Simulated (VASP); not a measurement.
# ZnPt: interstitial B from one void to a neighbouring one, part 3 of 4

Wanted: the minimum-energy path in ZnPt for this move: interstitial B from one void to a neighbouring one. The start is a cell from a database of measured crystal structures.

VASP 6.6.1, plane waves and PAW; the level of theory is named at each step.

So far. Step 2 (Relax the host): The run ended after 3 ionic steps, 0.018 eV below its first step, once forces and stress met EDIFFG = -0.02. Step 3 (Relax the start): The run ended after 21 ionic steps, 3.326 eV below its first step, once the forces on the free atoms met EDIFFG = -0.05.

### 4. Relax the end

Level of this step: PBEsol; plane waves and PAW (Pt, Zn, B) (VASP).

The end state is relaxed in the same way, so that both ends share their errors.

File INCAR:

```
SYSTEM = Zn12BPt12
PREC = Normal
ENCUT = 320
EDIFF = 1E-05
NELM = 120
ISMEAR = 1
SIGMA = 0.15
LREAL = Auto
ALGO = Fast
GGA = PS
LORBIT = 11
LWAVE = .FALSE.
LCHARG = .FALSE.
KPAR = 3
IBRION = 2
NSW = 60
ISIF = 2
EDIFFG = -0.05
POTIM = 0.4
MAXMIX = 40
ISYM = 0
```

File POSCAR:

```
Zn12BPt12
1.0
    5.6674863488      2.8337431744      0.0000000000
    0.0000000000      8.5012295232      0.0000000000
    0.0000000000      0.0000000000      6.9465166558
Pt Zn B
12 12 1
Direct
    0.0031614829     -0.0018659824     -0.0042663636
   -0.0003882171     -0.0009194500      0.5022322665
    0.0006833112      0.3292688256     -0.0034410429
    0.0031188043      0.3338929476      0.4981566492
   -0.0000037011      0.6677161571      0.0013486021
    0.0030921722      0.6662393509      0.4997269759
    0.4990865507      0.1694548912     -0.0064805265
    0.4995106990      0.1669074031      0.4958962196
    0.5011744664      0.4980763069      0.0024831001
    0.4995567979      0.5017219845      0.5035092224
    0.5013513207      0.8308226707     -0.0043599367
    0.5061875195      0.8310090007      0.4980175245
    0.2505090690      0.0827133292      0.2524534376
    0.2501197292      0.0833257708      0.7479426243
    0.2516570595      0.4136820378      0.2519171895
    0.2553778251      0.4112870806      0.7428993786
    0.2521769042      0.7552685519      0.2471181964
    0.2455864181      0.7528568028      0.7475794441
    0.7482142860      0.2497762565      0.2515317089
    0.7485697280      0.2511305048      0.7494917359
    0.7470192390      0.5835744968      0.2472636655
    0.7500229907      0.5806816611      0.7468534032
    0.7551414745      0.9148277206      0.2498448085
    0.7518051615      0.9150748376      0.7493420145
    0.0015003079      0.2918309758      0.2466622214
```

File KPOINTS:

```
Automatic mesh
0
Gamma
3 3 3
0 0 0
```

Potentials, in the order of the species: Pt, Zn and B (PBE family, release 64).

Command:

```
$ mpirun -np 3 vasp_std
```

The log of the run:

```text
[... set-up lines as in an earlier step ...]
 entering main loop
       N       E                     dE             d eps       ncg     rms          rms(c)
DAV:   1     0.241183034518E+04    0.24118E+04   -0.83308E+04  4488   0.166E+03
DAV:   2     0.269595397680E+03   -0.21422E+04   -0.20404E+04  4480   0.462E+02
DAV:   3    -0.102791126612E+03   -0.37239E+03   -0.34011E+03  4648   0.168E+02
DAV:   4    -0.126085860755E+03   -0.23295E+02   -0.22675E+02  4952   0.476E+01
DAV:   5    -0.126577560553E+03   -0.49170E+00   -0.48961E+00  4840   0.591E+00    0.474E+01
RMM:   6    -0.118622236163E+03    0.79553E+01   -0.24132E+01  4480   0.163E+01    0.230E+01
RMM:   7    -0.118122610703E+03    0.49963E+00   -0.27469E+00  4480   0.474E+00    0.772E+00
RMM:   8    -0.118017394732E+03    0.10522E+00   -0.72052E-01  4485   0.267E+00    0.279E+00
RMM:   9    -0.117975402492E+03    0.41992E-01   -0.14532E-01  4506   0.159E+00    0.501E-01
RMM:  10    -0.117974347431E+03    0.10551E-02   -0.27435E-02  4507   0.427E-01    0.300E-01
RMM:  11    -0.117974078141E+03    0.26929E-03   -0.54906E-03  4556   0.203E-01    0.174E-01
RMM:  12    -0.117974046361E+03    0.31780E-04   -0.17138E-03  4504   0.116E-01    0.687E-02
RMM:  13    -0.117974047455E+03   -0.10946E-05   -0.50366E-04  4746   0.634E-02    0.424E-02
RMM:  14    -0.117974051395E+03   -0.39391E-05   -0.15478E-04  4738   0.322E-02    0.266E-02
RMM:  15    -0.117974049699E+03    0.16958E-05   -0.27997E-05  3014   0.148E-02
   1 F= -.11797405E+03 E0= -.11797136E+03  d E =-.117974E+03
 curvature:   0.00 expect dE= 0.000E+00 dE for cont linesearch  0.000E+00
 trial: gam= 0.00000 g(F)=  0.593E+01 g(S)=  0.000E+00 ort = 0.000E+00 (trialstep = 0.100E+01)
 search vector abs. value=  0.593E+01
 bond charge predicted
       N       E                     dE             d eps       ncg     rms          rms(c)
DAV:   1    -0.118260157738E+03   -0.28611E+00   -0.13252E+03  4544   0.939E+01    0.698E+00
RMM:   2    -0.120177070132E+03   -0.19169E+01   -0.21896E+01  4480   0.163E+01    0.374E+00
RMM:   3    -0.120318465409E+03   -0.14140E+00   -0.35016E+00  4576   0.645E+00    0.262E+00
RMM:   4    -0.120354066103E+03   -0.35601E-01   -0.93341E-01  4735   0.280E+00    0.139E+00
RMM:   5    -0.120351626490E+03    0.24396E-02   -0.20605E-01  4528   0.149E+00    0.624E-01
RMM:   6    -0.120354518131E+03   -0.28916E-02   -0.75425E-02  4720   0.837E-01    0.217E-01
RMM:   7    -0.120355931718E+03   -0.14136E-02   -0.18581E-02  5095   0.367E-01    0.145E-01
RMM:   8    -0.120356165936E+03   -0.23422E-03   -0.39387E-03  4850   0.150E-01    0.830E-02
RMM:   9    -0.120356196074E+03   -0.30139E-04   -0.72253E-04  4784   0.741E-02    0.289E-02
RMM:  10    -0.120356197754E+03   -0.16795E-05   -0.17046E-04  4025   0.350E-02    0.136E-02
RMM:  11    -0.120356200018E+03   -0.22644E-05   -0.56813E-05  3360   0.171E-02
   2 F= -.12035620E+03 E0= -.12035822E+03  d E =-.238215E+01
[... from here on, the cycles between the ionic steps are left out ...]
   3 F= -.12037424E+03 E0= -.12037593E+03  d E =-.240019E+01
   4 F= -.12055399E+03 E0= -.12055537E+03  d E =-.179746E+00
   5 F= -.12058963E+03 E0= -.12059076E+03  d E =-.215387E+00
   6 F= -.12062546E+03 E0= -.12062660E+03  d E =-.358297E-01
   7 F= -.12062598E+03 E0= -.12062712E+03  d E =-.363524E-01
   8 F= -.12064934E+03 E0= -.12065059E+03  d E =-.233604E-01
   9 F= -.12065387E+03 E0= -.12065520E+03  d E =-.278899E-01
  10 F= -.12066413E+03 E0= -.12066536E+03  d E =-.102625E-01
  11 F= -.12066686E+03 E0= -.12066801E+03  d E =-.129838E-01
  12 F= -.12067168E+03 E0= -.12067291E+03  d E =-.482636E-02
  13 F= -.12067386E+03 E0= -.12067515E+03  d E =-.700422E-02
  14 F= -.12067412E+03 E0= -.12067545E+03  d E =-.726648E-02
  15 F= -.12067650E+03 E0= -.12067784E+03  d E =-.237701E-02
  16 F= -.12067656E+03 E0= -.12067791E+03  d E =-.244234E-02
  17 F= -.12067850E+03 E0= -.12067982E+03  d E =-.193538E-02
  18 F= -.12067905E+03 E0= -.12068035E+03  d E =-.248495E-02
  19 F= -.12067920E+03 E0= -.12068049E+03  d E =-.263450E-02
  20 F= -.12067996E+03 E0= -.12068125E+03  d E =-.760171E-03
  21 F= -.12068059E+03 E0= -.12068188E+03  d E =-.138886E-02
 curvature:  -3.02 expect dE=-0.169E-02 dE for cont linesearch -0.650E-05
 trial: gam= 0.55601 g(F)=  0.559E-03 g(S)=  0.000E+00 ort = 0.651E-04 (trialstep = 0.166E+01)
 search vector abs. value=  0.124E-02
 bond charge predicted
       N       E                     dE             d eps       ncg     rms          rms(c)
DAV:   1    -0.120680962602E+03   -0.37119E-03   -0.44220E-01  4480   0.172E+00    0.663E-02
RMM:   2    -0.120681227005E+03   -0.26440E-03   -0.30149E-03  4480   0.195E-01    0.494E-02
RMM:   3    -0.120681247557E+03   -0.20552E-04   -0.49658E-04  4551   0.689E-02    0.314E-02
RMM:   4    -0.120681247211E+03    0.34574E-06   -0.14436E-04  4564   0.373E-02    0.222E-02
RMM:   5    -0.120681245656E+03    0.15553E-05   -0.57902E-05  3585   0.219E-02
  22 F= -.12068125E+03 E0= -.12068251E+03  d E =-.657485E-03
 trial-energy change:   -0.000657  1 .order   -0.000595   -0.000985   -0.000205
 step:   1.9342(harm=  2.0905)  dis= 0.00790  next Energy=  -120.681263 (dE=-0.675E-03)
 reached required accuracy - stopping structural energy minimisation
```

The job ended after 16 min (3 MPI ranks of Intel Xeon Platinum 8259CL at 2.50GHz (Skylake/Cascade Lake), shared host; peak memory 1.1 GiB; 49 min of CPU time).

From OUTCAR (step 4):

```text
 Found     14 irreducible k-points:

   NELECT =     267.0000    total number of electrons

 E-fermi :   8.0957

 k-point     1 :       0.0000    0.0000    0.0000
  band No.  band energies     occupation
    ...
    131       6.8775      2.00000
    132       7.0359      2.00000
    133       7.2271      2.00000
    134       7.4585      2.00000
    135       7.8292      2.03068
    136       8.2959     -0.06774
    137       8.5256     -0.00039
    138       8.8442     -0.00000
    139       8.9612     -0.00000
    140       9.1261     -0.00000
    ...

 k-point     2 :       0.3333    0.0000    0.0000
  band No.  band energies     occupation
    ...
    131       6.5248      2.00000
    132       6.8093      2.00000
    133       7.0179      2.00000
    134       7.3766      2.00000
    135       8.0571      1.42030
    136       8.3188     -0.05645
    137       8.7156     -0.00000
    138       9.0814     -0.00000
    139       9.4543     -0.00000
    140       9.7828     -0.00000
    ...

  Total       12.5609798     12.0882610     16.1127630     -0.3823375     -0.0891823     -0.0079922
  in kB       60.1304970     57.8675514     77.1331907     -1.8302826     -0.4269235     -0.0382594
  external PRESSURE =      65.0437464 kB  Pullay stress =       0.0000000 kB

 POSITION                                       TOTAL-FORCE (eV/Angst)
 -----------------------------------------------------------------------------------
      5.66215     11.30536      0.00674         0.003579      0.011749     -0.008165
      5.66387     11.30374      3.45465        -0.004304      0.005274     -0.007677
      0.01172      2.82789      6.71390        -0.006597      0.005003      0.010571
      0.00772      2.82415      3.67038         0.011018      0.014141      0.023066
      0.02030      5.67525      6.93925        -0.009360      0.005996      0.006613
      0.01985      5.67511      3.46027        -0.006506     -0.003619     -0.003707
      2.82361      2.79603      6.90219        -0.003478     -0.006996      0.002576
      2.82269      2.79547      3.50204         0.000224     -0.005537     -0.008664
      2.85730      5.67138      6.93003        -0.001131     -0.001964      0.011005
      2.85528      5.67186      3.46588        -0.003803     -0.011010      0.004737
      2.84203      8.48688      6.91424        -0.004805     -0.009408     -0.000913
      2.84209      8.48613      3.48690         0.006040     -0.008056     -0.001002
      1.53027      1.29288      1.72885         0.001821     -0.001233      0.001583
      1.45187      1.31824      5.19966         0.002541      0.013644      0.007630
      1.51284      4.32891      1.72718         0.016306      0.010014     -0.003053
      1.48731      4.31641      5.19813        -0.012780     -0.012715     -0.003335
      1.43095      7.07069      1.72793        -0.015001     -0.001187     -0.007285
      1.42132      7.07498      5.20276         0.009591     -0.005713     -0.007688
      4.13142      4.10550      1.72984         0.016520      0.004166      0.000166
      4.20556      4.17355      5.19991        -0.013254     -0.002226      0.003708
      4.16430      7.18970      1.72730        -0.000420     -0.013474     -0.000199
      4.21509      7.14116      5.19863         0.002739     -0.014328      0.001013
      4.24752      9.90054      1.72844         0.005350      0.008479      0.002852
      4.26731      9.89704      5.20178         0.005754      0.004298      0.000297
      5.65282      5.62706      1.71897        -0.000043      0.014702     -0.024131
 -----------------------------------------------------------------------------------
    total drift:                               -0.001321      0.140756     -0.003784

  FREE ENERGIE OF THE ION-ELECTRON SYSTEM (eV)
  ---------------------------------------------------
  free  energy   TOTEN  =      -120.6812456559 eV

  energy  without entropy=     -120.6850343305  energy(sigma->0) =     -120.68250855

 total charge
# of ion       s       p       d       tot
------------------------------------------
    1        0.642   0.561   8.182   9.385
    2        0.643   0.562   8.182   9.387
    3        0.706   0.742   8.156   9.604
    4        0.705   0.741   8.154   9.600
    5        0.644   0.564   8.182   9.390
    6        0.644   0.564   8.182   9.391
    7        0.649   0.578   8.193   9.420
    8        0.649   0.578   8.194   9.421
    9        0.646   0.574   8.192   9.412
   10        0.647   0.575   8.193   9.415
   11        0.668   0.613   8.193   9.474
   12        0.669   0.614   8.193   9.476
   13        0.570   0.569   9.785  10.925
   14        0.572   0.576   9.794  10.942
   15        0.561   0.566   9.787  10.914
   16        0.566   0.567   9.796  10.929
   17        0.553   0.550   9.788  10.891
   18        0.556   0.547   9.789  10.891
   19        0.569   0.573   9.787  10.929
   20        0.565   0.564   9.796  10.925
   21        0.570   0.571   9.786  10.926
   22        0.571   0.573   9.793  10.937
   23        0.552   0.549   9.787  10.889
   24        0.557   0.549   9.790  10.896
   25        0.765   1.151   0.000   1.916
--------------------------------------------------
tot         15.435  15.174 215.674 246.283

[... 6 parts as in an earlier step ...]

[... 6 further parts left out ...]
```

Step by step:

| step | energy less that of the first step (eV) | largest force (eV/Å) |
| --- | --- | --- |
| 1 | 0.0000 | 6.2032 |
| 2 | -2.3821 | 1.2481 |
| 3 | -2.4002 | 1.0521 |
| 4 | -2.5799 | 0.4861 |
| 5 | -2.6156 | 0.8254 |
| 6 | -2.6514 | 0.6214 |
| 7 | -2.6519 | 0.4813 |
| 8 | -2.6753 | 0.2329 |
| 9 | -2.6798 | 0.3111 |
| 10 | -2.6901 | 0.1488 |
| 11 | -2.6928 | 0.1150 |
| 12 | -2.6976 | 0.0906 |
| 13 | -2.6998 | 0.1398 |
| 14 | -2.7001 | 0.1758 |
| 15 | -2.7024 | 0.0953 |
| 16 | -2.7025 | 0.1267 |
| 17 | -2.7044 | 0.0653 |
| 18 | -2.7050 | 0.0546 |
| 19 | -2.7051 | 0.0671 |
| 20 | -2.7059 | 0.0532 |
| 21 | -2.7065 | 0.0548 |
| 22 | -2.7072 | 0.0292 |

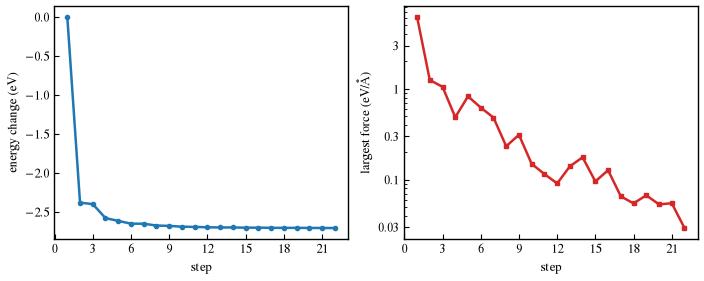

Energy and largest force along the relaxation.

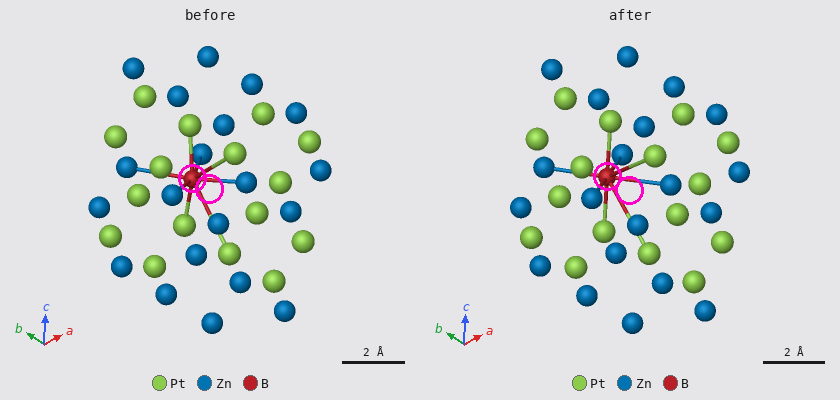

Before and after: the atoms that start within 5 Å of the centre. B25, which moves most, is ringed if it is among them. A ring with no atom in it marks the empty centre. Bonds to atoms that aren't drawn are left out.

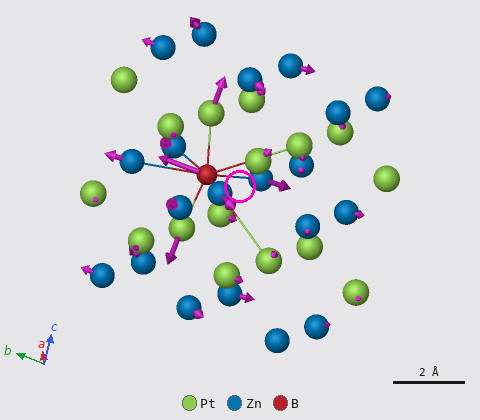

Displacements in the relaxation near the centre, exaggerated; the longest in the cell stands for 0.31 Å. A ring marks the centre wherever it is empty. Bonds to atoms that aren't drawn are left out.

The atoms that moved most (Å):

```csv
atom,dx,dy,dz,length
B25,-0.023,0.308,0.006,0.309
Pt4,-0.010,-0.023,0.210,0.211
Pt3,0.008,0.027,-0.209,0.211
Zn19,-0.109,-0.138,-0.017,0.177
Zn13,0.111,-0.120,-0.025,0.165
Zn15,0.087,0.099,-0.023,0.133
Zn21,-0.069,0.112,0.010,0.132
Zn16,0.040,0.096,0.038,0.111
```

Final coordinates:

```cif
data_structure
_symmetry_space_group_name_H-M 'P 1'
_symmetry_Int_Tables_number 1
_cell_length_a 6.3364
_cell_length_b 8.5012
_cell_length_c 6.9465
_cell_angle_alpha 90.000
_cell_angle_beta 90.000
_cell_angle_gamma 63.435
_cell_volume 334.69
loop_
_atom_site_label
_atom_site_type_symbol
_atom_site_fract_x
_atom_site_fract_y
_atom_site_fract_z
_atom_site_occupancy
Pt1 Pt 0.99906 0.99683 0.00097 1
Pt2 Pt 0.99936 0.99654 0.49732 1
Pt3 Pt 0.00207 0.33196 0.96651 1
Pt4 Pt 0.00136 0.33175 0.52838 1
Pt5 Pt 0.00358 0.66639 0.99895 1
Pt6 Pt 0.00350 0.66640 0.49813 1
Pt7 Pt 0.49821 0.16283 0.99362 1
Pt8 Pt 0.49805 0.16282 0.50414 1
Pt9 Pt 0.50416 0.49907 0.99763 1
Pt10 Pt 0.50380 0.49925 0.49894 1
Pt11 Pt 0.50146 0.83116 0.99535 1
Pt12 Pt 0.50147 0.83107 0.50196 1
Zn13 Zn 0.27001 0.06208 0.24888 1
Zn14 Zn 0.25617 0.06967 0.74853 1
Zn15 Zn 0.26693 0.42023 0.24864 1
Zn16 Zn 0.26243 0.42026 0.74831 1
Zn17 Zn 0.25248 0.74756 0.24875 1
Zn18 Zn 0.25078 0.74864 0.74897 1
Zn19 Zn 0.72897 0.23994 0.24902 1
Zn20 Zn 0.74205 0.24358 0.74856 1
Zn21 Zn 0.73477 0.60080 0.24866 1
Zn22 Zn 0.74373 0.59210 0.74838 1
Zn23 Zn 0.74945 0.91478 0.24882 1
Zn24 Zn 0.75294 0.91321 0.74883 1
B25 B 0.99741 0.32944 0.24746 1
```

Numbers from this step:

```
electronic steps        : 161
free energy (TOTEN)     : -120.6812 eV
energy at zero smearing : -120.6825 eV
Fermi energy            : 8.096 eV
```

The run ended after 22 ionic steps, 2.707 eV below its first step, once the forces on the free atoms met EDIFFG = -0.05.

(Part 3 of 4 ends here.)

[Lines on the potential files, build, host, timing and source positions are cut from VASP's logs without a mark.]

[Logs are printed without paths, hosts, clocks, repeated set-up lines and the standing remarks that a program may print on its own settings, such as how far it seeks lower states.]

[Hosts, paths, dates, database ids (printed as entryN), source tags and the programs' standing remarks are cut or masked in the printed files.]

[Runs that stopped without an error message from VASP are left out.]
